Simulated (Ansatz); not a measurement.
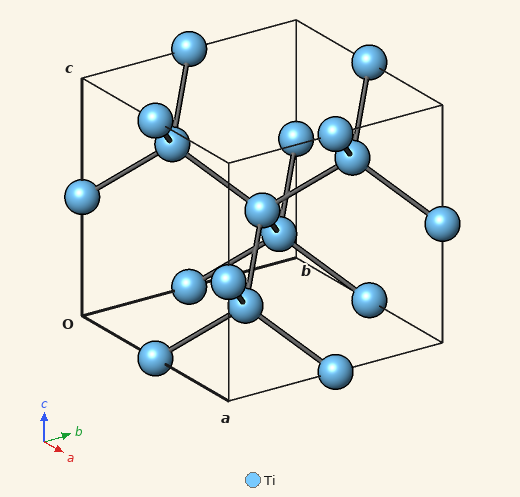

One unit cell is drawn above. Crystal: Ti, coordinates from a relaxation with Ansatz 0.2.0, DFT, LDA (PW92), plane waves (420 eV) with PAW, scalar-relativistic; the starting structure was generated, so it need not be a known form of this composition. All values are computed from the atomic coordinates in the standard setting (tolerance 0.002 Å).

```xyz
8
Lattice="5.3609 0.0000 0.0000 0.0000 5.3609 0.0000 0.0000 0.0000 5.3609" Properties=species:S:1:pos:R:3 pbc="T T T"
Ti    4.0207    4.0207    4.0207
Ti    0.0000    2.6804    0.0000
Ti    4.0207    1.3402    1.3402
Ti    0.0000    0.0000    2.6804
Ti    1.3402    4.0207    1.3402
Ti    2.6804    2.6804    2.6804
Ti    1.3402    1.3402    4.0207
Ti    2.6804    0.0000    0.0000
```

What is its point group?

m-3m (Oh), order 48, cubic system: three fourfold axes, four threefold axes, six twofold axes, nine mirror planes, an inversion centre.

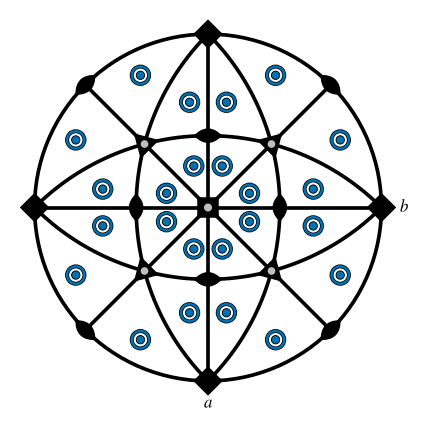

Stereographic projection: filled dots lie in the upper hemisphere, open rings in the lower; heavy lines are mirror planes (a heavy rim: a mirror in the plane of the page); lens, triangle, square and hexagon are 2-, 3-, 4- and 6-fold axes, a lens in an open square is −4, a triangle in an open hexagon −6; thin dashed diameters join the ends of axes that lie in the page; a small open circle marks inversion. The poles are one general form. The c axis points at the viewer.

What does this class allow?

Class m-3m is centrosymmetric, so neither piezoelectric nor pyroelectric; it is not chiral. Its Laue class is m-3m.
